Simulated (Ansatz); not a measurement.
## STM study: SiMo3(100) (Pm-3n bulk, 12 atomic planes (those closer than 0.6 Å count as one), 13 Å, Mo2Si-terminated)

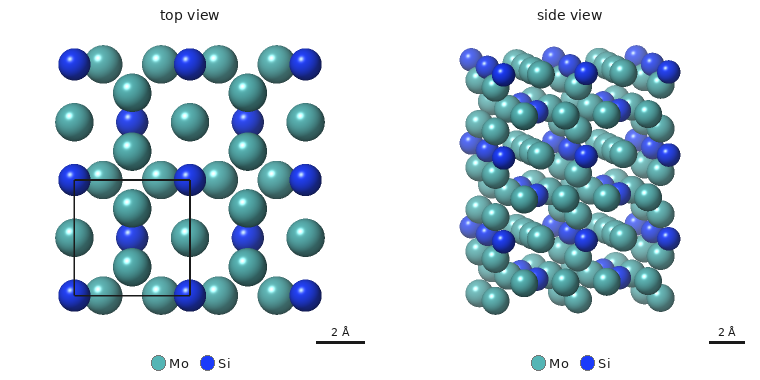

The relaxed structure from above and from the side.

All numbers here come from Ansatz, DFT PBE, scalar-relativistic, plane waves, PAW. Cutoff 420 eV, 12 × 12 k-points, Gaussian smearing 0.1 eV, dipole correction. The slab is a cut without reconstruction beyond its cell, at the source's lattice constants, with its lower half held fixed and the rest relaxed. No spin polarisation. The run warns that the functional's potential is rough in the thin density of the vacuum, where the tip is; weak contrasts and barriers may feel it.

The STM signal is simulated in the Tersoff–Hamann approximation. Bias windows are sharp sums over the levels of the k mesh.

Input

```yaml
crystal:
  lattice:
    - [4.889, 0.0, 0.0]
    - [0.0, 4.889, 0.0]
    - [0.0, 0.0, 31.4447500011]
  atoms:
    - { symbol: Mo, position: [0.0, 0.5, 0.2862163] }
    - { symbol: Si, position: [0.5, 0.5, 0.32508606] }
    - { symbol: Mo, position: [0.25, 0.0, 0.32508606] }
    - { symbol: Mo, position: [0.75, 0.0, 0.32508606] }
    - { symbol: Mo, position: [0.0, 0.5, 0.36395583] }
    - { symbol: Si, position: [0.0, 0.0, 0.40282559] }
    - { symbol: Mo, position: [0.5, 0.25, 0.40282559] }
    - { symbol: Mo, position: [0.5, 0.75, 0.40282559] }
    - { symbol: Mo, position: [0.0, 0.5, 0.44169535] }
    - { symbol: Si, position: [0.5, 0.5, 0.48056512] }
    - { symbol: Mo, position: [0.25, 0.0, 0.48056512] }
    - { symbol: Mo, position: [0.75, 0.0, 0.48056512] }
    - { symbol: Mo, position: [0.0, 0.5, 0.5198904567] }
    - { symbol: Si, position: [0.0, 0.0, 0.5583452389] }
    - { symbol: Mo, position: [0.5, 0.2507003305, 0.557899943] }
    - { symbol: Mo, position: [0.5, 0.7492996695, 0.557899943] }
    - { symbol: Mo, position: [0.0, 0.5, 0.6006396193] }
    - { symbol: Si, position: [0.5, 0.5, 0.6355792755] }
    - { symbol: Mo, position: [0.2487083962, 0.0, 0.6350116887] }
    - { symbol: Mo, position: [0.7512916038, 0.0, 0.6350116887] }
    - { symbol: Mo, position: [0.0, 0.5, 0.6817764808] }
    - { symbol: Si, position: [0.0, 0.0, 0.7125397591] }
    - { symbol: Mo, position: [0.5, 0.2453977206, 0.7084695628] }
    - { symbol: Mo, position: [0.5, 0.7546022794, 0.7084695628] }
basis:
  ecutwfc: 420.0
  fft_grid_basis: typed
kpoints:
  mp_grid: { grid: [12, 12, 1] }
hamiltonian:
  xc: pbe
  pseudopotentials: { kind: paw }
scf:
  occupations: { method: gaussian, width: 0.1 }
output:
  forces: true
  eigenvalues: true
  band_densities:
    - { e_range: [-2.0, -1.0] }
    - { e_range: [-1.0, -0.5] }
    - { e_range: [-0.5, -0.25] }
    - { e_range: [-0.25, 0.0] }
    - { e_range: [0.0, 0.25] }
    - { e_range: [0.25, 0.5] }
    - { e_range: [0.5, 1.0] }
    - { e_range: [1.0, 1.5] }
  band_residual_tolerance: 1.0e-05
  write_potential: true
  elf: true
  write_density: true
  volumetric_format: npy
efield:
  axis: 3
  dipole_correction: true
  ramp_width: 0.04
checkpoint:
  read: start.run
  write: ck
  compress: false
  write_wavefunctions: false
  write_every: 100000
```

Run with:

```sh
ansatz run input.yaml --threads 4 --pin off --max-ram 8847MiB --backend cpu --events-out ev --progress --plain --runs-dir out
```

This last single point, started from the relaxation's saved density, took 11 min on 4 threads of Arm Neoverse V2 (shared host), peak memory 6.1 GiB.

### 1. One image

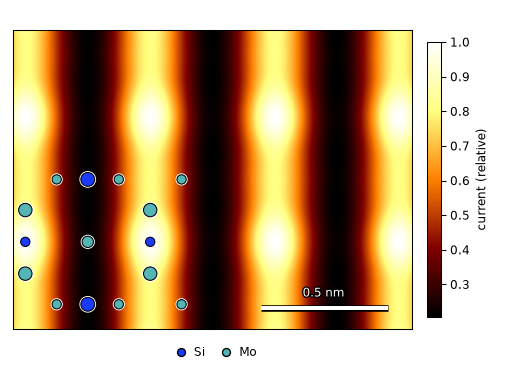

Constant-height image 3.0 Å above the topmost atom of this surface, sample bias −0.50 V. The atoms seen from above are drawn over one corner (deeper ones smaller).

> Which atoms or sites appear bright, which dark, and how strong is the contrast?

The brightest spots lie over points 1.2 Å to the side of the top Mo atoms; the darkest points are over points 1.0 Å to the side of the top Si atoms, the top Si atoms and the Mo atoms 1.0 Å below the top plane. The brightest point carries 4.8 times the current of the darkest.

### 2. Approach curves

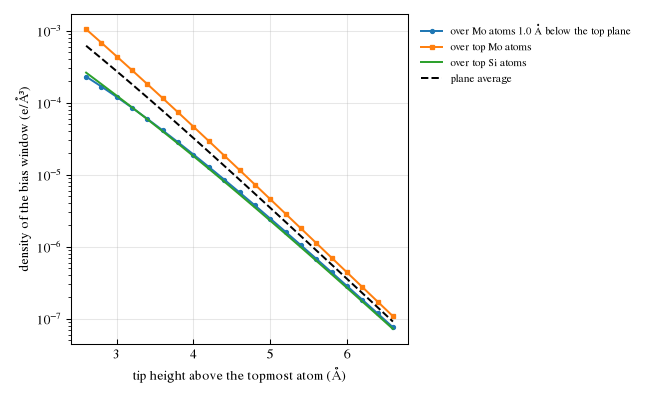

Approach curves over this surface at a sample bias of +0.25 V.

> Estimate the decay constant and the apparent barrier, and compare with the vacuum level, which the run puts 4.58 eV above zero bias.

Near 4 Å the plane average falls as exp(−2.19 z/Å), a factor of 8.9 per ångström, which gives an apparent barrier of 4.6 eV (0.952 eV Å² times the slope squared). The upper edge of the window lies 4.33 eV under the vacuum level. The apparent barrier is close to 4.33 eV.

### 3. Bias series

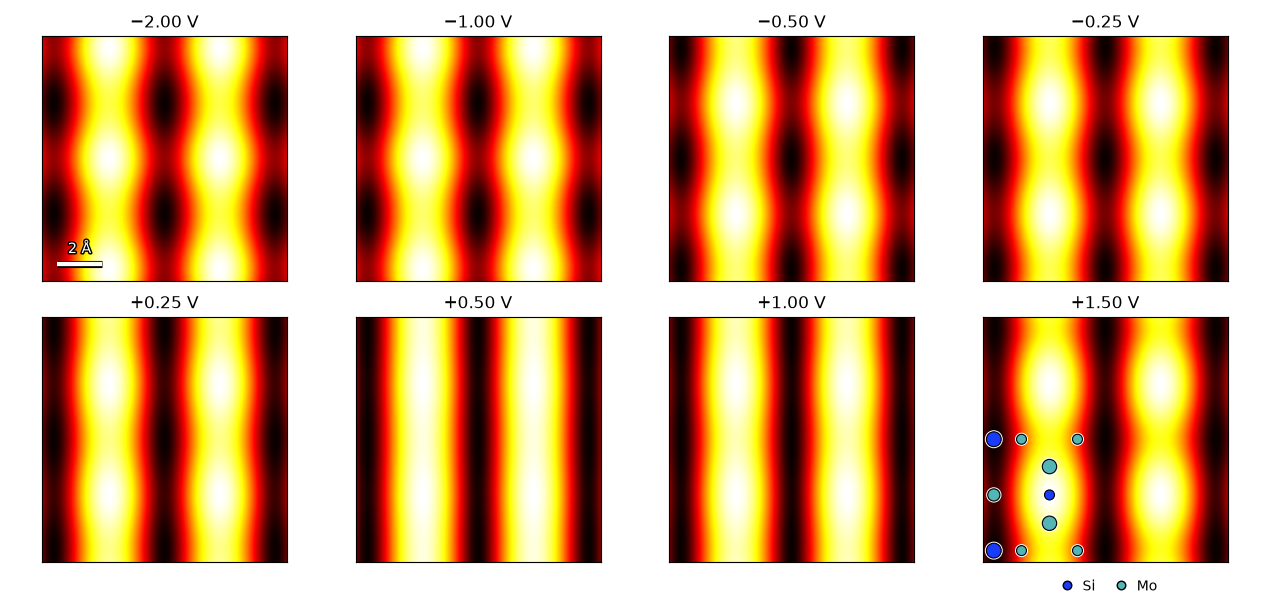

Constant-current images of this surface at 8 sample biases, each on its own colour scale; the last has the atoms seen from above drawn over one corner (deeper ones smaller).

> How do the images change with bias?

| bias | set point (e/Å³) | corrugation | brightest over |
| --- | --- | --- | --- |
| −2.00 V | 1.7 × 10⁻⁵ | 35 pm | points 1.2 Å to the side of the top Mo atoms |
| −1.00 V | 1.4 × 10⁻⁵ | 43 pm | points 1.2 Å to the side of the top Mo atoms |
| −0.50 V | 8.9 × 10⁻⁶ | 44 pm | points 1.2 Å to the side of the top Mo atoms |
| −0.25 V | 5.4 × 10⁻⁶ | 41 pm | points 1.2 Å to the side of the top Mo atoms |
| +0.25 V | 1.1 × 10⁻⁵ | 40 pm | points 1.2 Å to the side of the top Mo atoms |
| +0.50 V | 1.7 × 10⁻⁵ | 48 pm | points 1.2 Å to the side of the top Mo atoms and top Mo atoms |
| +1.00 V | 2.9 × 10⁻⁵ | 54 pm | points 1.2 Å to the side of the top Mo atoms and top Mo atoms |
| +1.50 V | 4.1 × 10⁻⁵ | 52 pm | points 1.2 Å to the side of the top Mo atoms |

The slab has states at the Fermi level, so this model gives a current down to small biases. Its work function (top face) is 4.58 eV.
